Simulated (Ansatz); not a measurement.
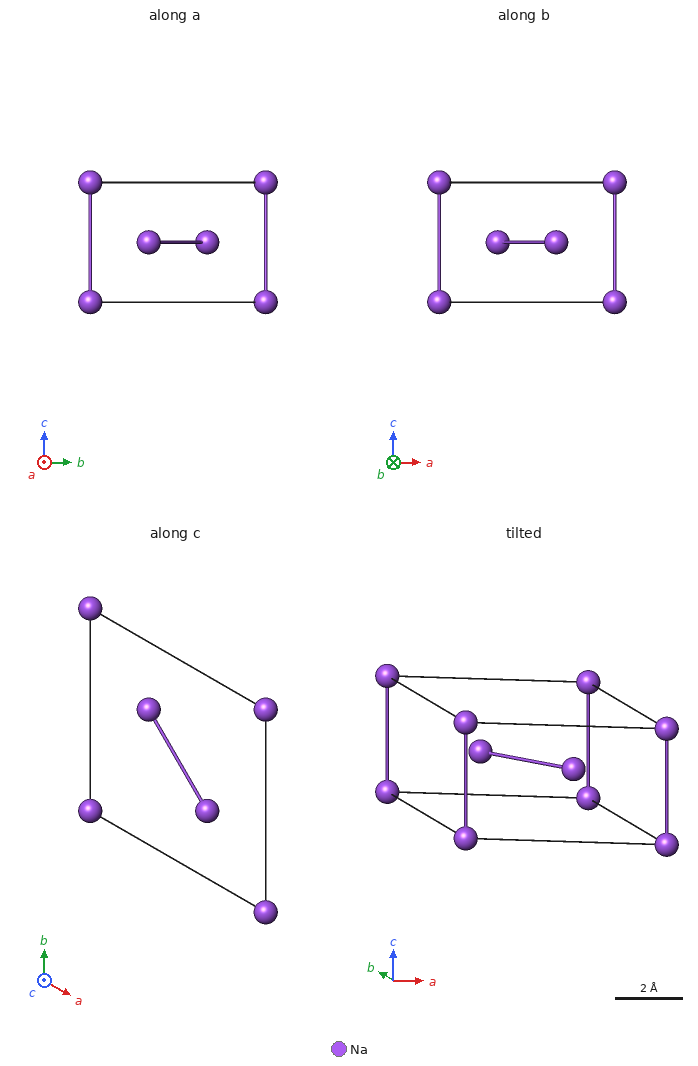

The crystal in a ball-and-stick representation, seen along the a axis, along the b axis, along the c axis and slightly off an axis. The box is the conventional unit cell; atoms on or close to its faces, edges and corners are drawn wherever they repeat.

Lattice parameters: a = 6.060 Å, b = 6.060 Å, c = 3.580 Å, α = 90.00°, β = 90.00°, γ = 120.00°.

Transcribe the picture into a table of Wyckoff sites.

Space group P6/mmm (No. 191).
```json
{"atom": "Na", "site": "1a", "x": "0.0000", "y": "0.0000", "z": "0.0000"}
{"atom": "Na", "site": "2d", "x": "0.3333", "y": "0.6667", "z": "0.5000"}
```

The cell started as a structure type filled with this element by a generator (whether the element takes this form wasn't checked). Earlier steps of the study may have refined or changed the cell and positions. Ansatz was used for an electronic-structure calculation on it.
